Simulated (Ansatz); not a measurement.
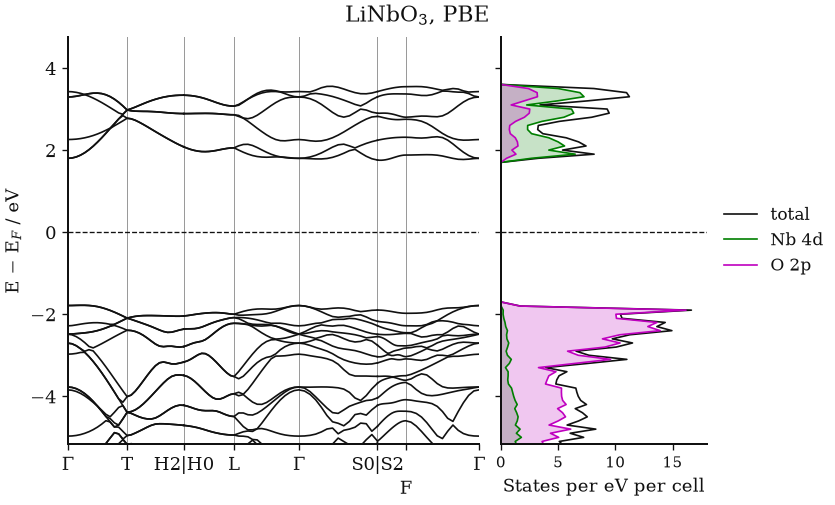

Band structure and density of states. Energies are counted from the Fermi level. The partial curves are projected on Löwdin-orthogonalised atomic shells.

The material is LiNbO3, space group R3c, 10 atoms in the cell.

Method: DFT PBE, scalar-relativistic, plane waves, PAW, no spin polarisation, 6×6×6 k mesh, Gaussian smearing of 0.02 eV (Ansatz 0.2.0).

Is there a gap? Give its size, its kind and where the band edges lie.

The material is gapped. The gap along this path is 3.54 eV, from the valence-band top between Γ and T to the conduction-band bottom between S2 and F; the smallest direct gap, at Γ, is only slightly larger at 3.59 eV.

How much do the top valence band and the lowest conduction band disperse along the path?

The top valence band spans 0.3 eV and the lowest conduction band 1.0 eV; the flat valence band points to heavy, poorly mobile holes.

What are the direct gaps at F, L and T?

The direct gaps are 3.86 eV at F, 4.05 eV at L and 4.87 eV at T.
